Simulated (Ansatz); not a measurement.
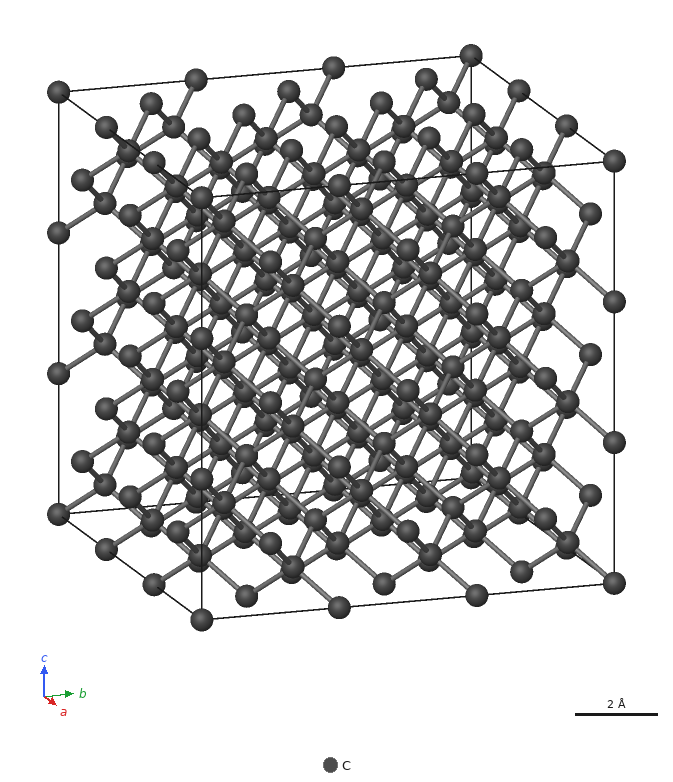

**Figure 1.** The structure as given in the input (ball-and-stick view of the cell of the calculation, seen slightly off an axis). Near neighbours in the crystal (not all of them lie inside the picture): C has 4 C at 1.54 Å.

# Single-point calculation of C₂₁₆ (part 1 of 3)

System: C₂₁₆ (Fd-3m, 216 atoms in the cell).
Method: DFT, PBEsol, PAW, plane waves (Ansatz 0.2.0).

The structure was built on a prototype by a generator.

**Log**
```
Pseudopotentials: kind: paw
Functional definition: PBEsol
  exchange = pbesol_x
  correlation = pbesol_c
Crystal: 216 atoms, lattice volume = 1211.836 Å³
Basis set: ecut = 420 eV, 23703 PW (Γ), exchange–correlation on 144×144×144 points (8 copies of the dense FFT grid, shifted against one another)
Bands: 648, of which v1, the nominal top of the filled ones, is band 432 counted from 1 (431 counted from 0)
Symmetry: 1 space group operations
k-points: 1
Non-local potential: C, projectors of the file, l = 0: 2, l = 1: 2, l = 2: 1
PAW form: soft (Blöchl's): semilocal exchange-correlation on the pseudo side does not see the compensation charge
PAW frozen core: C, regenerated for the run's functional, and the local potential with it (the file was generated under x = pbe(κ = 0.804, μ = 0.2195149727645171), c = pbe(β = 0.06672455060314922))
PAW one-centre angular grid: C, 110 points (default); XC on 64 Gauss nodes
Initial density: superposition of atomic densities (neutral atoms: chi_scale 0, normalization atom), corrected by the library's trained network
Initial wavefunctions: pseudopotential atomic-orbital guess
Functional: x = pbesol(κ = 0.804, μ = 0.12345679012345678), c = pbesol(β = 0.046)
SCF iter   1: F=—  HF=-53280.379419 eV  |F-HF|=—  |Δ(HF+E_count)|=         —  Δρ=5.67e-3  dr2=3.14e-1  ethr=1.77e-3  ⟨swp⟩=5.0  Hψ=2630  notcnv=0  defer=99
preconditioner: auto → Resta (q_TF=auto, 2.579 Å⁻¹)  ε∞=4.4  [insulator: Δε(μ)=4.818 eV  Ē_g=17.052 eV  σ=0.010 eV  W_gap=1.00  n_scr=364 (ndim 8)  ℏωp=31.4 eV  f_vac=0.000  D(μ)=0.00/eV (n_scr^D=0)  ε∞_Penn≈4.4]
SCF iter   2: F=—  HF=-53280.318776 eV  |F-HF|=—  |Δ(HF+E_count)|=   6.06e-2  Δρ=3.06e-3  dr2=9.55e-2  ethr=3.63e-5  ⟨swp⟩=2.0  Hψ=1190  notcnv=0  defer=204
SCF iter   3: F=—  HF=-53280.294548 eV  |F-HF|=—  |Δ(HF+E_count)|=   2.42e-2  Δρ=2.97e-4  dr2=5.65e-4  ethr=1.10e-5  ⟨swp⟩=2.0  Hψ=786  notcnv=0  defer=204
SCF iter   4: F=—  HF=-53280.295613 eV  |F-HF|=—  |Δ(HF+E_count)|=   1.06e-3  Δρ=5.37e-5  dr2=1.44e-5  ethr=6.54e-8  ⟨swp⟩=2.0  Hψ=847  notcnv=0  defer=204
SCF iter   5: F=—  HF=-53280.300216 eV  |F-HF|=—  |Δ(HF+E_count)|=   4.60e-3  Δρ=7.47e-6  dr2=2.41e-7  ethr=1.66e-9  ⟨swp⟩=2.0  Hψ=876  notcnv=0  defer=204
SCF iter   6: F=-53280.300216 eV  HF=-53280.300216 eV  |F-HF|=2.47e-8  |Δ(HF+E_count)|=   1.48e-7  Δρ=1.95e-6  dr2=3.76e-8  ethr=1.16e-11  ⟨swp⟩=16.0  Hψ=3679  notcnv=0
SCF 1 converged in 6 iterations: F = -53280.300216 eV  dr2 = 3.76e-8
  greatest PAW one-centre occupation: 0.643 electrons in one spin orbital (limit 2), on the C atom at site 118 (counted from 0), in its partial waves of l = 0
```

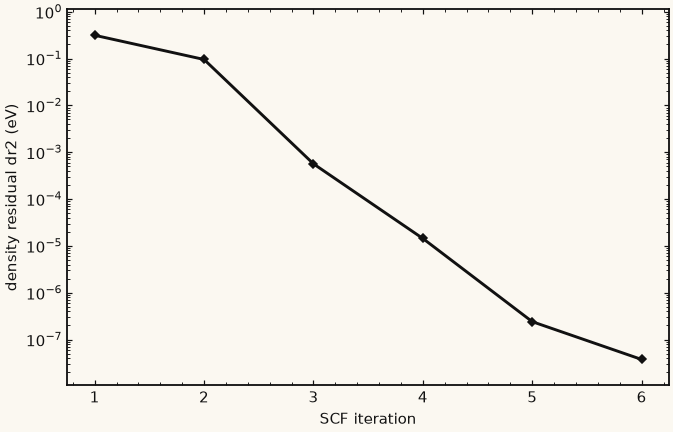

**Figure 2.** Convergence of the self-consistent field: density residual dr2 against the SCF iteration. The residual falls at every step.

```
NSCF: frozen V_eff on 1 k-points
SCF converged after 6 iterations
Free energy (F): -53280.300216 eV
Harris-Foulkes:  -53280.300216 eV  (|F-HF|=2.47e-8)
Internal energy: -53280.300216 eV  (E = F + TS)
E sigma→0 (E₀):  -53280.300216 eV
Fermi energy:    15.576778 eV
--- Per-component energies (eV) ---
  E_band       = 3814.557596
  E_kinetic    = 19944.778552
  E_local      = -13051.764008  (includes V_loc(G=0)·N_el)
  E_nonlocal   = 5779.316673
  E_hartree    = 2825.055284
  E_xc         = -10467.204607
  E_vxc        = -13034.940833  (∫ρ·V_xc dr)
  E_paw        = -20598.411616  (= ΣΔE_a)
  E_vpaw       = -1472.947211  (= ΣTr[D̂ρ^β])
  E_aug_tail   = 0.001859  (compensation charges beyond the density's cutoff)
  E_ewald      = -37716.630063
  E_core_change = 4.557709  (= ΣΔE_core)
  E_smearing   = -0.000000  (= −TS)
  E_closure    = -0.000000  (closes the sum)
  Σ components = -53280.300216   (vs F -53280.300216, Δ=0.00e0)
--- Forces (eV/Å), atoms counted from 1 ---
  atom   1  C     -0.00736673    -0.00737028    -0.00737475
  atom   2  C     -0.00736286    -0.00737432    -0.00710297
  atom   3  C     -0.00737693    -0.00737506    -0.00765366
  atom   4  C     -0.00738438    -0.00709695    -0.00738009
  atom   5  C     -0.00737404    -0.00708413    -0.00708960
  atom   6  C     -0.00737696    -0.00710433    -0.00762289
  atom   7  C     -0.00737935    -0.00763331    -0.00735738
  atom   8  C     -0.00737888    -0.00764770    -0.00709100
  atom   9  C     -0.00737671    -0.00763427    -0.00763308
  atom  10  C     -0.00711198    -0.00738652    -0.00736893
  atom  11  C     -0.00711103    -0.00738339    -0.00710773
  atom  12  C     -0.00709249    -0.00736217    -0.00762778
  atom  13  C     -0.00708819    -0.00708602    -0.00737870
  atom  14  C     -0.00709158    -0.00709888    -0.00708703
  atom  15  C     -0.00711119    -0.00710721    -0.00764841
  atom  16  C     -0.00710696    -0.00763626    -0.00736311
  atom  17  C     -0.00710074    -0.00763270    -0.00710738
  atom  18  C     -0.00708869    -0.00765714    -0.00763277
  atom  19  C     -0.00764107    -0.00735862    -0.00736496
  atom  20  C     -0.00764356    -0.00736133    -0.00710476
  atom  21  C     -0.00764583    -0.00738317    -0.00762500
  atom  22  C     -0.00765459    -0.00710744    -0.00735467
  atom  23  C     -0.00765215    -0.00711296    -0.00711800
  atom  24  C     -0.00762760    -0.00709153    -0.00764457
  atom  25  C     -0.00761955    -0.00762866    -0.00738454
  atom  26  C     -0.00763556    -0.00762698    -0.00709052
  atom  27  C     -0.00764267    -0.00764386    -0.00765102
  atom  28  C      0.00763745     0.00765569     0.00763698
  atom  29  C      0.00763563     0.00763552     0.00709143
  atom  30  C      0.00765817     0.00766003     0.00737289
  atom  31  C      0.00764802     0.00710096     0.00765147
  atom  32  C      0.00765240     0.00710700     0.00709981
  atom  33  C      0.00763032     0.00708813     0.00735919
  atom  34  C      0.00762933     0.00735979     0.00763619
  atom  35  C      0.00764795     0.00735550     0.00710722
  atom  36  C      0.00764278     0.00735982     0.00735990
  atom  37  C      0.00709704     0.00764233     0.00766013
  atom  38  C      0.00710040     0.00762990     0.00710661
  atom  39  C      0.00710316     0.00764357     0.00734940
  atom  40  C      0.00709084     0.00711789     0.00762217
  atom  41  C      0.00709619     0.00709233     0.00710746
  atom  42  C      0.00710512     0.00710585     0.00737615
  atom  43  C      0.00710971     0.00736752     0.00764983
  atom  44  C      0.00709344     0.00737694     0.00709083
  atom  45  C      0.00710915     0.00735829     0.00737623
  atom  46  C      0.00737661     0.00762930     0.00764252
  atom  47  C      0.00735906     0.00762666     0.00709764
  atom  48  C      0.00737314     0.00764081     0.00738897
  atom  49  C      0.00735572     0.00710035     0.00766006
  atom  50  C      0.00738663     0.00710020     0.00711659
  atom  51  C      0.00737331     0.00710052     0.00735481
  atom  52  C      0.00736892     0.00736753     0.00762240
  atom  53  C      0.00737038     0.00738890     0.00708954
  atom  54  C      0.00738436     0.00738471     0.00736596
  atom  55  C     -0.00764865    -0.00765239    -0.00737358
  atom  56  C     -0.00763593    -0.00764315    -0.00709172
  atom  57  C     -0.00762890    -0.00763435    -0.00762075
  atom  58  C     -0.00762367    -0.00737029    -0.00736261
  atom  59  C     -0.00765391    -0.00738932    -0.00709379
  atom  60  C     -0.00762337    -0.00737311    -0.00763591
  atom  61  C     -0.00763469    -0.00709985    -0.00737204
  atom  62  C     -0.00764014    -0.00709569    -0.00710128
  atom  63  C     -0.00764973    -0.00708780    -0.00764598
  atom  64  C     -0.00735029    -0.00762221    -0.00736799
  atom  65  C     -0.00735467    -0.00762624    -0.00710739
  atom  66  C     -0.00739452    -0.00765325    -0.00764405
  atom  67  C     -0.00738842    -0.00739208    -0.00737954
  atom  68  C     -0.00736769    -0.00739240    -0.00709327
  atom  69  C     -0.00737539    -0.00735483    -0.00763892
  atom  70  C     -0.00738400    -0.00710268    -0.00736481
  atom  71  C     -0.00737265    -0.00710808    -0.00711164
  atom  72  C     -0.00735299    -0.00710430    -0.00763543
  atom  73  C     -0.00710009    -0.00764527    -0.00736524
  atom  74  C     -0.00710942    -0.00762460    -0.00710502
  atom  75  C     -0.00709130    -0.00764334    -0.00764241
  atom  76  C     -0.00709424    -0.00737542    -0.00737723
  atom  77  C     -0.00708423    -0.00736723    -0.00711102
  atom  78  C     -0.00711494    -0.00735993    -0.00764059
  atom  79  C     -0.00709841    -0.00711056    -0.00736725
  atom  80  C     -0.00711279    -0.00711204    -0.00708124
  atom  81  C     -0.00709720    -0.00709741    -0.00763561
  atom  82  C      0.00736626     0.00736571     0.00764998
  atom  83  C      0.00737313     0.00736340     0.00711144
  atom  84  C      0.00735527     0.00736162     0.00735332
  atom  85  C      0.00737121     0.00763226     0.00764056
  atom  86  C      0.00736141     0.00766076     0.00710092
  atom  87  C      0.00737065     0.00763455     0.00737740
  atom  88  C      0.00737771     0.00710406     0.00763935
  atom  89  C      0.00738357     0.00710268     0.00709082
  atom  90  C      0.00736400     0.00711073     0.00736721
  atom  91  C      0.00764457     0.00736283     0.00762859
  atom  92  C      0.00763689     0.00735852     0.00709052
  atom  93  C      0.00764325     0.00736831     0.00737017
  atom  94  C      0.00764140     0.00764373     0.00764122
  atom  95  C      0.00765179     0.00764356     0.00712270
  atom  96  C      0.00762199     0.00763876     0.00737046
  atom  97  C      0.00763344     0.00710687     0.00764881
  atom  98  C      0.00763206     0.00711686     0.00709353
  atom  99  C      0.00764798     0.00709671     0.00736917
  atom 100  C      0.00710894     0.00735949     0.00764625
  atom 101  C      0.00708781     0.00738030     0.00712191
  atom 102  C      0.00712074     0.00737926     0.00736447
  atom 103  C      0.00712049     0.00765072     0.00764280
  atom 104  C      0.00711466     0.00763741     0.00707574
  atom 105  C      0.00709728     0.00764364     0.00736062
  atom 106  C      0.00708925     0.00710043     0.00764290
  atom 107  C      0.00709823     0.00710577     0.00710145
  atom 108  C      0.00707485     0.00710000     0.00737052
  atom 109  C     -0.00763640    -0.00737594    -0.00764950
  atom 110  C     -0.00765208    -0.00737800    -0.00737144
  atom 111  C     -0.00763963    -0.00737074    -0.00709525
  atom 112  C     -0.00764085    -0.00709500    -0.00763774
  atom 113  C     -0.00763274    -0.00708035    -0.00738286
  atom 114  C     -0.00763469    -0.00710672    -0.00710505
  atom 115  C     -0.00763727    -0.00764416    -0.00765451
  atom 116  C     -0.00764257    -0.00763246    -0.00737127
  atom 117  C     -0.00762301    -0.00763764    -0.00710237
  atom 118  C     -0.00736343    -0.00736980    -0.00763400
  atom 119  C     -0.00736995    -0.00737521    -0.00735700
  atom 120  C     -0.00736676    -0.00737323    -0.00711156
  atom 121  C     -0.00735651    -0.00710130    -0.00765134
  atom 122  C     -0.00738587    -0.00710500    -0.00739060
  atom 123  C     -0.00737892    -0.00709334    -0.00708504
  atom 124  C     -0.00738588    -0.00761436    -0.00763645
  atom 125  C     -0.00736182    -0.00764264    -0.00735394
  atom 126  C     -0.00737073    -0.00764345    -0.00711260
  atom 127  C     -0.00710155    -0.00736854    -0.00765460
  atom 128  C     -0.00709640    -0.00737077    -0.00736201
  atom 129  C     -0.00709679    -0.00737108    -0.00710945
  atom 130  C     -0.00710814    -0.00710127    -0.00763398
  atom 131  C     -0.00709807    -0.00711530    -0.00737168
  atom 132  C     -0.00708520    -0.00709287    -0.00709880
  atom 133  C     -0.00710034    -0.00764644    -0.00765214
  atom 134  C     -0.00711337    -0.00763919    -0.00737756
  atom 135  C     -0.00710303    -0.00764026    -0.00709614
  atom 136  C      0.00738909     0.00764134     0.00737795
  atom 137  C      0.00736947     0.00766133     0.00765092
  atom 138  C      0.00735322     0.00763473     0.00710994
  atom 139  C      0.00735984     0.00710034     0.00736142
  atom 140  C      0.00737108     0.00709900     0.00764200
  atom 141  C      0.00737699     0.00710625     0.00710304
  atom 142  C      0.00737710     0.00736598     0.00738111
  atom 143  C      0.00735791     0.00736857     0.00762005
  atom 144  C      0.00737012     0.00736120     0.00709812
  atom 145  C      0.00763831     0.00762775     0.00738063
  atom 146  C      0.00761541     0.00763558     0.00762932
  atom 147  C      0.00765798     0.00765272     0.00709830
  atom 148  C      0.00766286     0.00710527     0.00736386
  atom 149  C      0.00765287     0.00710908     0.00765056
  atom 150  C      0.00761896     0.00709889     0.00710517
  atom 151  C      0.00762086     0.00737642     0.00736645
  atom 152  C      0.00763954     0.00736742     0.00763400
  atom 153  C      0.00764676     0.00735866     0.00710453
  atom 154  C      0.00711169     0.00763379     0.00735718
  atom 155  C      0.00709096     0.00763969     0.00762715
  atom 156  C      0.00710012     0.00763816     0.00708934
  atom 157  C      0.00709840     0.00711856     0.00736993
  atom 158  C      0.00709432     0.00708029     0.00764728
  atom 159  C      0.00710783     0.00709414     0.00709134
  atom 160  C      0.00710209     0.00737082     0.00738723
  atom 161  C      0.00710786     0.00738504     0.00766490
  atom 162  C      0.00709705     0.00736465     0.00712138
  atom 163  C     -0.00736552    -0.00764016    -0.00765679
  atom 164  C     -0.00739095    -0.00765220    -0.00737684
  atom 165  C     -0.00737030    -0.00763651    -0.00710437
  atom 166  C     -0.00738486    -0.00737103    -0.00764109
  atom 167  C     -0.00736108    -0.00737639    -0.00739702
  atom 168  C     -0.00739196    -0.00738649    -0.00709789
  atom 169  C     -0.00736906    -0.00709825    -0.00764351
  atom 170  C     -0.00736505    -0.00709525    -0.00735681
  atom 171  C     -0.00737877    -0.00709805    -0.00709505
  atom 172  C     -0.00709199    -0.00764093    -0.00762688
  atom 173  C     -0.00711031    -0.00761864    -0.00735822
  atom 174  C     -0.00709831    -0.00764155    -0.00711110
  atom 175  C     -0.00710551    -0.00736961    -0.00766131
  atom 176  C     -0.00708051    -0.00738926    -0.00736246
  atom 177  C     -0.00711308    -0.00736998    -0.00710391
  atom 178  C     -0.00710068    -0.00709918    -0.00765836
  atom 179  C     -0.00709968    -0.00709432    -0.00738212
  atom 180  C     -0.00710153    -0.00710765    -0.00709581
  atom 181  C     -0.00763841    -0.00762659    -0.00764703
  atom 182  C     -0.00765348    -0.00763138    -0.00738008
  atom 183  C     -0.00763425    -0.00765381    -0.00708894
  atom 184  C     -0.00763101    -0.00739662    -0.00762170
  atom 185  C     -0.00763390    -0.00735360    -0.00735682
  atom 186  C     -0.00764764    -0.00736406    -0.00709996
  atom 187  C     -0.00764989    -0.00710771    -0.00764686
  atom 188  C     -0.00762723    -0.00712495    -0.00737081
  atom 189  C     -0.00764744    -0.00709350    -0.00711725
  atom 190  C      0.00765123     0.00736370     0.00735544
  atom 191  C      0.00763992     0.00736850     0.00766368
  atom 192  C      0.00764269     0.00735708     0.00710214
  atom 193  C      0.00762894     0.00763668     0.00737591
  atom 194  C      0.00764976     0.00765986     0.00763299
  atom 195  C      0.00764134     0.00764966     0.00710799
  atom 196  C      0.00763746     0.00710280     0.00738185
  atom 197  C      0.00764576     0.00709080     0.00763422
  atom 198  C      0.00764539     0.00711485     0.00709898
  atom 199  C      0.00709398     0.00734681     0.00737481
  atom 200  C      0.00709047     0.00735233     0.00763896
  atom 201  C      0.00711246     0.00739076     0.00710221
  atom 202  C      0.00708599     0.00766426     0.00736020
  atom 203  C      0.00711031     0.00763409     0.00765125
  atom 204  C      0.00710600     0.00763371     0.00709919
  atom 205  C      0.00710601     0.00711197     0.00738178
  atom 206  C      0.00710547     0.00711456     0.00762224
  atom 207  C      0.00709616     0.00709851     0.00711279
  atom 208  C      0.00736884     0.00737145     0.00737187
  atom 209  C      0.00737359     0.00738911     0.00763473
  atom 210  C      0.00736569     0.00735936     0.00709561
  atom 211  C      0.00737209     0.00762531     0.00736486
  atom 212  C      0.00736180     0.00761826     0.00764343
  atom 213  C      0.00736011     0.00766354     0.00710046
  atom 214  C      0.00737035     0.00711146     0.00738213
  atom 215  C      0.00739102     0.00709311     0.00764374
  atom 216  C      0.00738315     0.00710501     0.00710059
  max |Σ_I F_I| component: 2.87e-6 eV/Å
--- Stress (GPa, compression-positive) ---
        0.023120      -0.239835      -0.239836
       -0.239835       0.023120      -0.239835
       -0.239836      -0.239835       0.023120
  P = ⅓ Tr σ = 0.0231 GPa (0.231 kbar)
--- Band table (eV) ---
```
